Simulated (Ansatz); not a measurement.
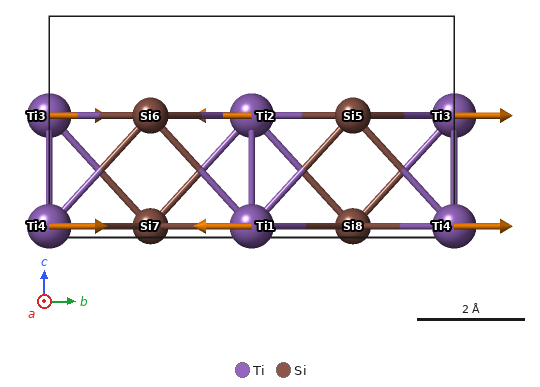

Energy scan for crystalline TiSi (Cmmm), in which a normal mode at the zone centre is frozen in with the cell fixed, the amplitude being the largest displacement of an atom. The picture shows the reference cell. The orange arrows give the direction of positive displacement. The picture is a ball-and-stick view of the cell of the calculation, seen along the a axis.

Computed with DFT PBEsol, scalar-relativistic, plane waves, PAW in Ansatz. Settings: plane-wave cutoff 420 eV; k-point mesh 12 × 6 × 10; occupations gaussian; smearing width 0.15 eV; no spin polarisation. Energies (free energies at the smearing named) are counted from the relaxed crystal.

```xyz
8
Lattice="3.6008 0.0000 0.0000 0.0000 7.5786 0.0000 0.0000 0.0000 4.1429" Properties=species:S:1:pos:R:3 pbc="T T T"
Ti    0.0000    3.7893    0.2103
Ti    1.8004    3.7893    2.2817
Ti    1.8004    0.0000    2.2817
Ti    0.0000    0.0000    0.2103
Si    0.0000    5.6839    2.2817
Si    0.0000    1.8946    2.2817
Si    1.8004    1.8946    0.2103
Si    1.8004    5.6839    0.2103
```

Q: What energies does the calculation give (the amplitude: −0.120, −0.090, −0.060, −0.030, 0.000, 0.015, 0.030, 0.045, 0.060, 0.075, 0.090, 0.105, 0.120 Å)?

A:
```tsv
largest displacement (Å)	energy change (meV/cell)
−0.120	259.4
−0.090	145.7
−0.060	65.1
−0.030	16.4
0.000	0.0
0.015	4.1
0.030	16.4
0.045	36.8
0.060	65.1
0.075	101.4
0.090	145.7
0.105	198.3
0.120	259.4
```

Points that are alike by symmetry were computed once.

The harmonic wavenumber of the mode is 228 cm⁻¹, a stable vibration. The lowest computed point lies at the amplitude 0.00 Å (0.0 meV/cell). At the ends of the scan the energy is 259.4 meV/cell (−0.12 Å) and 259.4 meV/cell (0.12 Å). The well is symmetric. At the highest point the shortest interatomic distance is 2.53 Å, against 2.61 Å in the reference. The distortion keeps the space group Cmmm.
